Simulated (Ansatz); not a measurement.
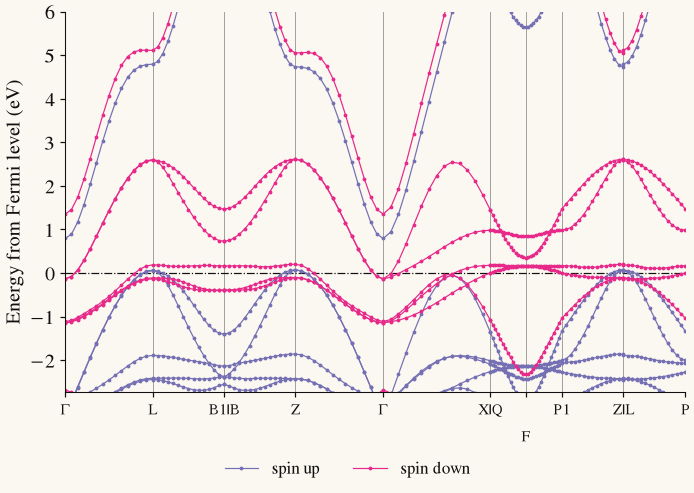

Band structure. Energies are counted from the Fermi level.

Which of these calculations gave it?
A. TiSi, space group Cmmm (No. 65), 2 atoms in the primitive cell (a = 2.79 Å, b = 2.79 Å, c = 3.80 Å, α = 90.00°, β = 90.00°, γ = 98.76°); LDA
B. CoO, space group R-3m, 2 atoms in the primitive cell (a = 3.011 Å, c = 7.320 Å (hexagonal axes)); PBEsol
C. CdI2-type MoS2, space group P-3m1 (No. 164), 3 atoms in the cell (a = 3.227 Å, c = 6.312 Å (hexagonal axes)); PBEsol
D. fluorite-type ZrH2, space group Fm-3m (No. 225), 3 atoms in the primitive cell (cubic a = 4.818 Å); PBEsol+U

B. A metal: bands cross the Fermi level along this path. A rhombohedral lattice: the path Γ–L–B1|B–Z–Γ–X|Q–F–P1–Z|L–P runs through the special points of its Brillouin zone.

Level of theory: PBEsol, Ansatz PAW, collinear spin, ferromagnetic start, no spin-orbit coupling, 11×11×11 k mesh, 420 eV cutoff, Fermi-Dirac smearing of 0.05 eV; code Ansatz 0.2.0.

The run ends ferromagnetic, with 2.94 μB a cell. A cell with one magnetic atom can't hold antiferromagnetic order, which such compounds often take. Semilocal functionals often make such compounds metallic where correlation or magnetic order opens a gap, which also shifts bond lengths. The PAW data sets were made with another functional. The cell is at −9 GPa in this functional. The cell is a database's computed one. Bands are joined in order of energy, so crossings between the computed points show as kinks or gaps. In reduced coordinates of the cell that was run, L is (0.5, 0, 0), B1 is (0.5, 0.251, −0.251), B is (0.749, 0.5, 0.251), Z is (0.5, 0.5, 0.5), X is (0.376, 0, −0.376), Q is (0.624, 0.376, 0), F is (0.5, 0.5, 0), P1 is (0.624, 0.624, 0.251) and P is (0.749, 0.376, 0.376).
